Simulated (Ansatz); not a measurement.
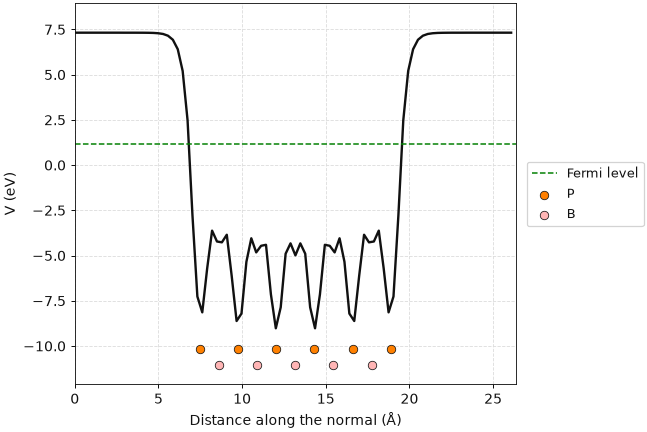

Plane-averaged electrostatic potential energy of an electron across the slab; circles at the bottom mark the heights of the atoms. System: a (100) slab cut from BP (F-43m), unrelaxed, of composition B$_{5}$P$_{6}$ (not the bulk's), ended by P planes, 11 atoms in the cell. Level of theory: DFT PBE, scalar-relativistic, plane waves, PAW, no spin polarisation, 8×8×1 k mesh, 420 eV cutoff, Gaussian smearing of 0.05 eV; code Ansatz.

The work function is 6.16 eV, the same on both faces. The two vacuum levels agree, so the slab has no net dipole along its normal. The outermost atoms are 11.4 Å apart, which leaves 15.0 Å of vacuum in a cell 26.4 Å high.
